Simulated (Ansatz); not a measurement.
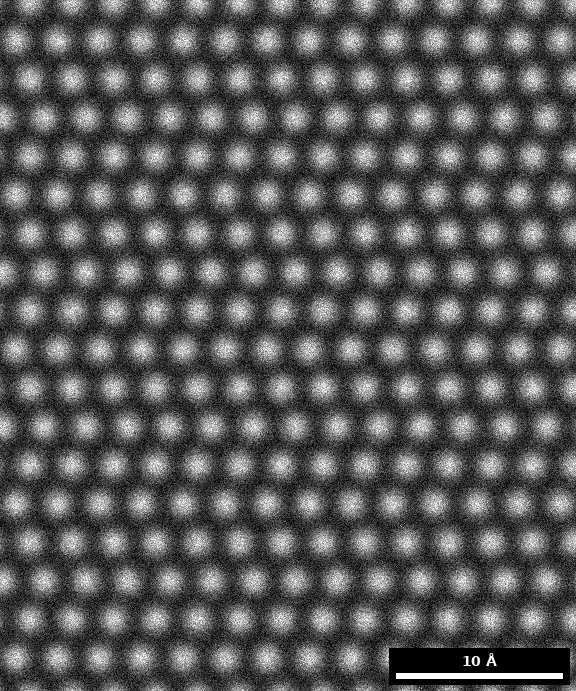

An image along [100] of one of the structures below (computed or model cells, partly hypothetical, each in its standard cell). Simulated incoherent Z contrast: every atom adds Z^1.7 spread by a probe of 1.30 Å full width; channelling and multiple scattering are left out. The probe carries 25 % of its weight in a tail 2.5 times as wide. The display is stretched by a gamma of 0.8; percentages refer to the linear signal. Shot noise was added.

A. Ti
Space group Fm-3m (No. 225). a = 4.005 Å, b = 4.005 Å, c = 4.005 Å, α = 90.00°, β = 90.00°, γ = 90.00°
| atom | site | symmetry | x | y | z |
| --- | --- | --- | --- | --- | --- |
| Ti | 4a | m-3m | 0.0000 | 0.0000 | 0.0000 |

B. Ti
Space group P6/mmm (No. 191). a = 4.605 Å, b = 4.605 Å, c = 2.801 Å, α = 90.00°, β = 90.00°, γ = 120.00°
```tsv
atom	site	symmetry	x	y	z
Ti	1a	6/mmm	0.0000	0.0000	0.0000
Ti	2d	-6m2	0.3333	0.6667	0.5000
```

C. Ti
Space group P6_3/mmc (No. 194). a = 2.931 Å, b = 2.931 Å, c = 9.359 Å, α = 90.00°, β = 90.00°, γ = 120.00°
```json
{"atom": "Ti", "site": "2a", "symmetry": "-3m.", "x": "0.0000", "y": "0.0000", "z": "0.0000"}
{"atom": "Ti", "site": "2c", "symmetry": "-6m2", "x": "0.3333", "y": "0.6667", "z": "0.2500"}
```

D. Ti
Space group Pm-3m (No. 221). a = 2.600 Å, b = 2.600 Å, c = 2.600 Å, α = 90.00°, β = 90.00°, γ = 90.00°
```json
{"atom": "Ti", "site": "1a", "symmetry": "m-3m", "x": "0.0000", "y": "0.0000", "z": "0.0000"}
```

Question: Which of them gives this image?

Answer: C, Ti. Along [100] the projected cells are A 2.00 × 2.00 Å, 90°; B 2.80 × 3.99 Å, 90°; C 2.54 × 9.36 Å, 90°; D 2.60 × 2.60 Å, 90°. The image repeats as C does.

Structure C: the end point of a relaxation with DFT, m-r2SCAN, plane waves (500 eV) with PAW, scalar-relativistic (Ansatz); the starting structure was generated, so it need not be a known form of this composition.
